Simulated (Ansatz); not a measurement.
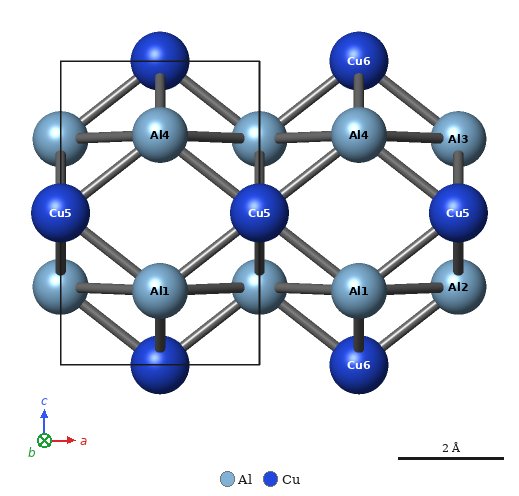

Crystalline Al₂Cu (set up in Immm), before the relaxation. The picture is a ball-and-stick view of the cell of the calculation, repeated 2 × 1 × 1 with one cell outlined, seen along the b axis.

Case: uniaxial strain along a of -6.0 %; b, c and atoms relaxed.

Theory: DFT PBEsol, scalar-relativistic, plane waves, PAW in Ansatz 0.2.0.

Input
```yaml
crystal:
  lattice:
    - [2.6913880886, 2.6913880886, 0.0]
    - [-2.9061264999, 2.9061264999, 0.0]
    - [0.0, 0.0, 5.8122529998]
  atoms:
    - { symbol: Al, position: [0.5, 0.0, 0.2430666103] }
    - { symbol: Al, position: [0.0, 0.5, 0.2569333897] }
    - { symbol: Al, position: [0.0, 0.5, 0.7430666103] }
    - { symbol: Al, position: [0.5, 0.0, 0.7569333897] }
    - { symbol: Cu, position: [0.0, 0.0, 0.5] }
    - { symbol: Cu, position: [0.5, 0.5, 0.0] }
basis:
  ecutwfc: 420
kpoints:
  mp_grid: { grid: [10, 10, 6] }
hamiltonian:
  xc: pbesol
scf:
  occupations: { method: gaussian, width: 0.1 }
output:
  forces: true
  stress: true
  eigenvalues: true
relax:
  adjacent_minimum: "off"
  f_tol: 0.008
  max_steps: 40
  cell: { stress_tol: 0.015, fix: [a, angles] }
```

Run as
```bash
ansatz run input.yaml --threads 1 --pin off --max-ram 2560MiB --backend cpu --events-out ev --progress --plain --runs-dir out
```

Where does the relaxation end?

The largest moves relative to the cell, 0.029 Å, are those of Al1, Al2, Al3 and Al4. Al1 goes along −c. Cu stays in place. The drawn cell changes as follows: a unchanged at 3.806 Å, b 4.110 → 4.101 Å (−0.2 %), c 5.812 → 5.907 Å (+1.6 %); the volume changes by +1.4 %. Among the contacts that change: Al1–Cu5 2.419 → 2.452 Å, Al1–Al4 2.826 → 2.814 Å, Al1–Cu6 2.494 → 2.487 Å. The space group stays Immm (No. 71). After 5 accepted moves (7 points after the start) the energy has fallen by 20.8 meV per cell of the calculation. The largest force component goes from 0.19 to under 0.0001 eV/Å. Pressure: 3.75 GPa at the start and 2.04 GPa at the end. At 2 points the geometry stayed and the basis and grid were re-selected for the new cell (energy shift of 0.5 meV per cell of the calculation at most each time). The run took 3.1 min on 1 thread of Intel(R) Xeon(R) Platinum 8259CL CPU @ 2.50GHz (Skylake/Cascade Lake), with other jobs on the host, peak memory 0.62 GiB.

The end point in the same view:

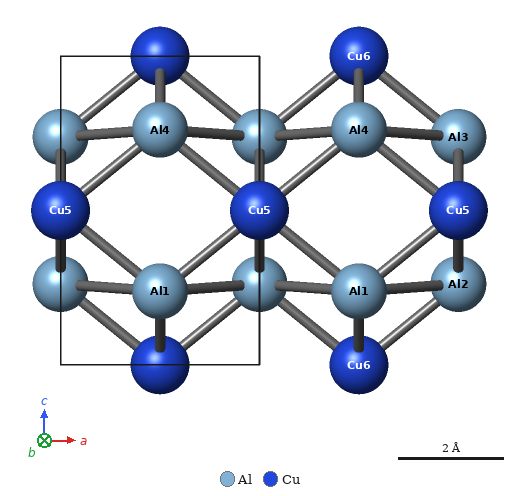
